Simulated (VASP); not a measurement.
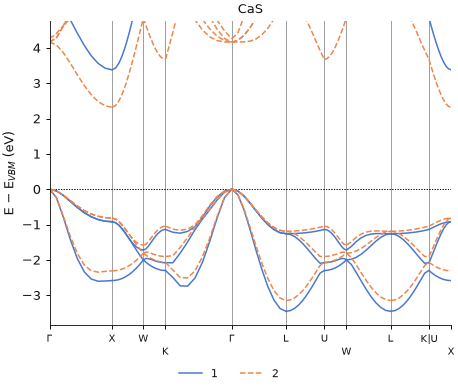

Band structures of rocksalt CaS, space group Fm-3m (No. 225), 2 atoms in the primitive cell (cubic a = 5.663 Å), by two methods on the same cell. Each is counted from its own valence-band top.

Q: Which curve is which? The methods: PBE, HSE06.

A: 1 is HSE06; 2 is PBE. HSE06 gives a gap of 3.38 eV along the path and PBE gives a gap of 2.32 eV along the path.

Settings. HSE06: VASP PAW PBE potentials, release 64 (Ca_sv, S), no spin polarisation, no spin-orbit coupling, 6×6×6 k mesh, 520 eV cutoff, Gaussian smearing of 0.02 eV (VASP 6.6.1). PBE: VASP PAW PBE potentials, release 64 (Ca_sv, S), no spin polarisation, no spin-orbit coupling, 8×8×8 k mesh, 520 eV cutoff, Gaussian smearing of 0.02 eV (VASP 6.6.1).

LDA, GGA and most meta-GGA functionals understate gaps. HSE06: the PAW data sets were made with another functional. HSE06: the k mesh is thin for exact exchange.
